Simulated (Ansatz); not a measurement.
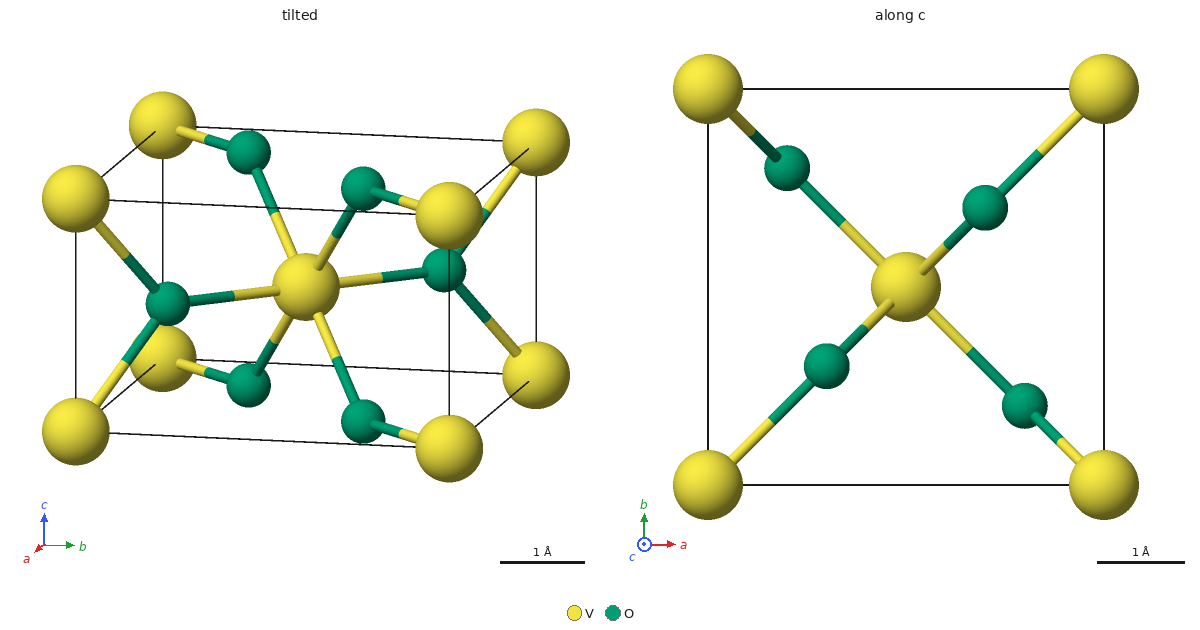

Drawn in the ball-and-stick manner and seen slightly off an axis and along the c axis. The lines enclose the conventional unit cell; boundary atoms appear with their images. Cell: a = 4.58 Å, b = 4.58 Å, c = 2.84 Å, α = 90.00°, β = 90.00°, γ = 90.00°.

The cell started as an entry, possibly a prediction, of the Crystallography Open Database. Earlier steps of the study may have refined or changed the cell and positions. It went into a calculation with Ansatz.

Q: What is this?

A: The material is VO₂. It belongs to space group P4_2/mnm (No. 136) and has a primitive tetragonal lattice. The structure type is rutile. Content of the cell: 2 V, 4 O (Z = 2). V bonds to six O in an octahedral arrangement at about 1.9 Å. Around each O lie three V at about 1.9 Å. Not all metal-metal contacts are counted. The bonds build a three-dimensional framework.

Computational set-up: Ansatz, DFT PBE, scalar-relativistic, plane waves, PAW, plane-wave cutoff 420 eV, k-points about 0.18 Å⁻¹ apart, Gaussian smearing of 0.1 eV, collinear spins.

Q: Which atoms carry magnetic moments in this run, and how do they order?

A: The state reached is ferromagnetic. Sizes: V 0.8 μB; net moment 2.0 μB in the run's cell of 6 atoms.

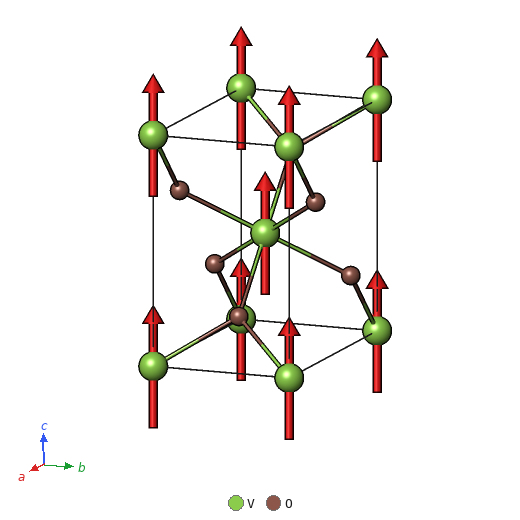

Site moments above 0.25 μB as arrows, small induced ones on non-metal atoms left out (red along the largest or up, blue against, purple across). The run's cell of 6 atoms is drawn, so axes and origin can differ from the first picture.

Q: How large a gap does the method give, if there is one?

A: A metal: bands cross the Fermi level.

Q: How are the electrons shared out in a Bader analysis?

A: V +2.11 e; O -1.05 e.

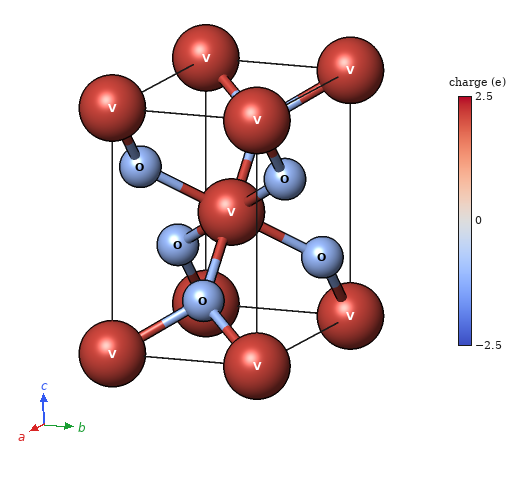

The atoms coloured by those charges. The run's cell of 6 atoms is drawn, so axes and origin can differ from the first picture.

Q: Is this the optimised geometry for these settings?

A: Yes. All forces vanish to within 0.01 eV/Å. The pressure is 0.0 GPa, close to zero.
